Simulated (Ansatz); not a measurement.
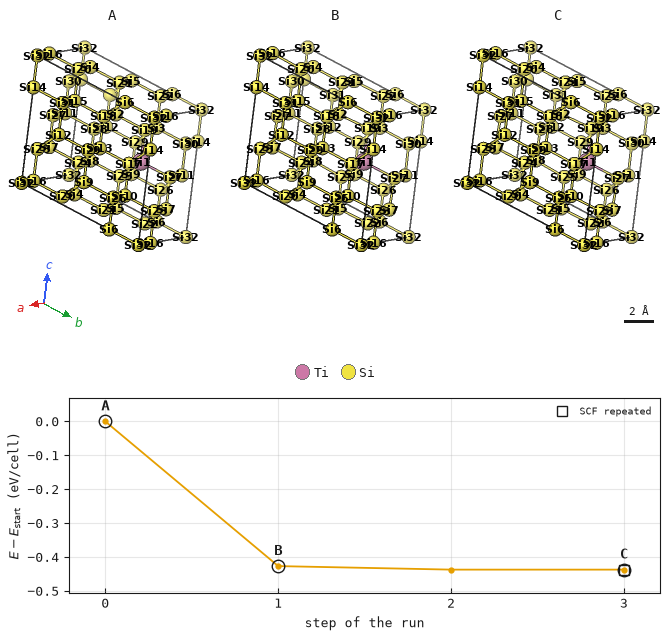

Frames of a relaxation of a defect cell of composition TiSi$_{31}$, marked on the history of the run. The picture is a ball-and-stick view of the cell of the calculation, seen from a free direction.

Method: Ansatz 0.2.0, DFT PBEsol, scalar-relativistic, plane waves, PAW.

Input file:
```yaml
crystal:
  lattice:
    - [-5.4338340904, -5.4338340904, -5.4338340904]
    - [5.4338340904, 5.4338340904, -5.4338340904]
    - [5.4338340904, -5.4338340904, 5.4338340904]
  atoms:
    - { symbol: Ti, position: [0.5, 0.75, 0.5] }
    - { symbol: Si, position: [0.5, 0.5, 0.75] }
    - { symbol: Si, position: [0.25, 0.75, 0.75] }
    - { symbol: Si, position: [0.5, 0.25, 0.0] }
    - { symbol: Si, position: [0.25, 0.5, 0.0] }
    - { symbol: Si, position: [0.0, 0.75, 0.0] }
    - { symbol: Si, position: [0.5, 0.0, 0.25] }
    - { symbol: Si, position: [0.25, 0.25, 0.25] }
    - { symbol: Si, position: [0.0, 0.5, 0.25] }
    - { symbol: Si, position: [0.75, 0.75, 0.25] }
    - { symbol: Si, position: [0.25, 0.0, 0.5] }
    - { symbol: Si, position: [0.0, 0.25, 0.5] }
    - { symbol: Si, position: [0.75, 0.5, 0.5] }
    - { symbol: Si, position: [0.0, 0.0, 0.75] }
    - { symbol: Si, position: [0.75, 0.25, 0.75] }
    - { symbol: Si, position: [0.75, 0.0, 0.0] }
    - { symbol: Si, position: [0.75, 0.75, 0.5] }
    - { symbol: Si, position: [0.75, 0.5, 0.75] }
    - { symbol: Si, position: [0.5, 0.75, 0.75] }
    - { symbol: Si, position: [0.75, 0.25, 0.0] }
    - { symbol: Si, position: [0.5, 0.5, 0.0] }
    - { symbol: Si, position: [0.25, 0.75, 0.0] }
    - { symbol: Si, position: [0.75, 0.0, 0.25] }
    - { symbol: Si, position: [0.5, 0.25, 0.25] }
    - { symbol: Si, position: [0.25, 0.5, 0.25] }
    - { symbol: Si, position: [0.0, 0.75, 0.25] }
    - { symbol: Si, position: [0.5, 0.0, 0.5] }
    - { symbol: Si, position: [0.25, 0.25, 0.5] }
    - { symbol: Si, position: [0.0, 0.5, 0.5] }
    - { symbol: Si, position: [0.25, 0.0, 0.75] }
    - { symbol: Si, position: [0.0, 0.25, 0.75] }
    - { symbol: Si, position: [0.0, 0.0, 0.0] }
  host:
    lattice:
      - [0.0, 2.7169170452, 2.7169170452]
      - [2.7169170452, 0.0, 2.7169170452]
      - [2.7169170452, 2.7169170452, 0.0]
    atoms:
      - { symbol: Si, position: [0.25, 0.25, 0.25] }
      - { symbol: Si, position: [0.0, 0.0, 0.0] }
basis:
  ecutwfc: 420
  xc_grid: 2
kpoints:
  mp_grid: { grid: [2, 2, 2], shift: [0.5, 0.5, 0.5] }
hamiltonian:
  xc: pbesol
scf:
  occupations: { method: gaussian, width: 0.02 }
output:
  forces: true
  stress: false
  eigenvalues: true
  charged_corrections: { defect_position: [0.5, 0.75, 0.5] }
  write_density: true
  write_potential: true
  elf: true
  volumetric_format: npy
relax:
  adjacent_minimum: "off"
  f_tol: 0.03
  max_steps: 40
```

Launched with:
```bash
ansatz run input.yaml --threads 8 --pin off --max-ram 16384MiB --backend cpu --events-out ev --progress --plain --runs-dir out
```

Q: What happens along the run?

A: The energy falls by 0.437 eV per cell of the calculation in 2 accepted moves (3 points after the start). Largest force component: 0.96 eV/Å at the start, 0.016 eV/Å at the end. 1 step only repeated the SCF at the same geometry. The largest moves, 0.13 Å, are those of Si17, Si19, Si25 and Si27. Si19 goes along +c. Ti stays in place. The cell stays as it was. Near-neighbour distances that change, for instance: Ti1–Si17 2.353 → 2.487 Å, Si10–Si17 2.353 → 2.342 Å. Bond angles that change, for instance: Si27–Si11–Si28 109.5° → 106.4°, Ti1–Si27–Si7 109.5° → 106.7°, Si7–Si27–Si11 109.5° → 112.1°. From step 0 to 1: Si atoms move most (0.12 Å), energy −0.426 eV per cell of the calculation. From step 1 to 3: Si atoms move most (0.02 Å), energy −10.4 meV per cell of the calculation.

| step | E − E(0), meV/atom | largest force component, eV/Å | note |
| --- | --- | --- | --- |
| 0 | 0.00 | 0.9572 |  |
| 1 | -13.33 | 0.1208 |  |
| 2 | -13.65 | 0.0156 |  |
| 3 | -13.65 | 0.0156 | same geometry, SCF repeated |
